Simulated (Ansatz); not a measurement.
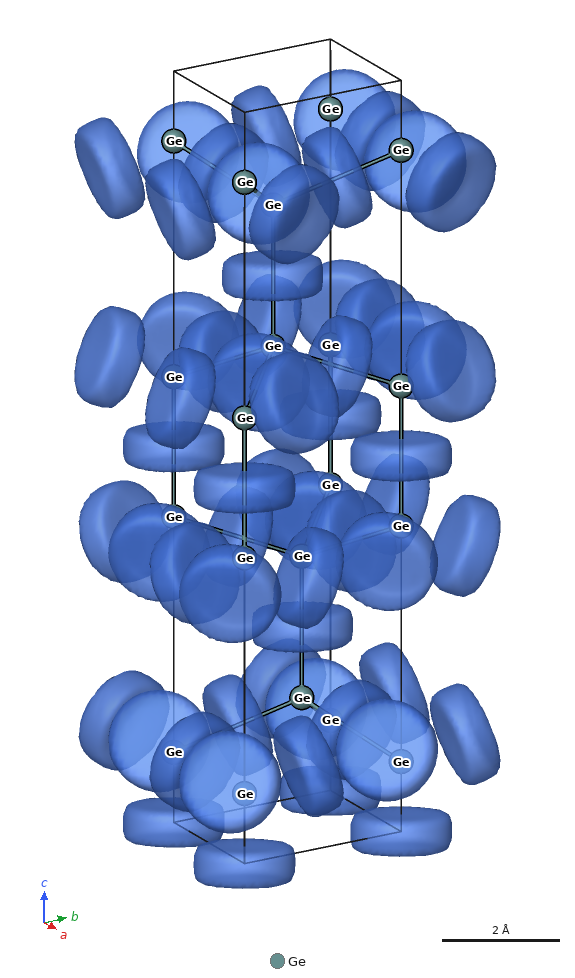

The picture shows: Ge. Isosurface of the ELF at 0.55 (blue), seen slightly off an axis. Only the valence region is drawn (cores and ρ < 0.01 e/Å³ removed). Sticks mark near contacts.

Space group P6₃/mmc; a structure from a database of computed crystals, not necessarily the ambient phase.

Method: DFT r2SCAN, scalar-relativistic, plane waves, PAW in Ansatz.

In a PAW calculation such maps are meaningful between the atoms, not at the nuclei.

Input file:

```
crystal:
  lattice:
    - [4.003455396, 0.0, 0.0]
    - [-2.001727698, 3.4670940759, 0.0]
    - [0.0, 0.0, 13.1526505055]
  atoms:
    - { symbol: Ge, position: [0.0, 0.0, 0.4068365158] }
    - { symbol: Ge, position: [0.0, 0.0, 0.5931634842] }
    - { symbol: Ge, position: [0.0, 0.0, 0.9068365158] }
    - { symbol: Ge, position: [0.0, 0.0, 0.0931634842] }
    - { symbol: Ge, position: [0.3333333333, 0.6666666667, 0.34411632] }
    - { symbol: Ge, position: [0.6666666667, 0.3333333333, 0.65588368] }
    - { symbol: Ge, position: [0.6666666667, 0.3333333333, 0.84411632] }
    - { symbol: Ge, position: [0.3333333333, 0.6666666667, 0.15588368] }
basis:
  ecutwfc: 500
kpoints:
  mp_grid: { grid: [12, 12, 4] }
hamiltonian:
  xc: r2scan
scf:
  occupations: { method: gaussian, width: 0.03 }
output:
  forces: true
  stress: true
  eigenvalues: true
  write_density: true
  write_potential: true
  elf: true
  volumetric_format: npy
```

Run with:

```sh
ansatz run input.yaml --threads 2 --pin off --max-ram 5120MiB --backend cpu --events-out ev --progress --plain --runs-dir out
```

Below, planes, directions and counts refer to the conventional cell (a = 4.00 Å, b = 4.00 Å, c = 13.15 Å, α = 90.00°, β = 90.00°, γ = 120.00°).

Q: Identify the bonds, lone pairs and shells in this picture.

A: At this value the surface marks out 16 regions between bonded Ge–Ge atoms (shared pairs), counted in one cell of 8 atoms. Any copies at cell faces, edges or corners count once.

Values along the shortest contacts:
Ge–Ge (2.45 Å): the ELF peaks at about 0.80 between the atoms; a shared electron pair.
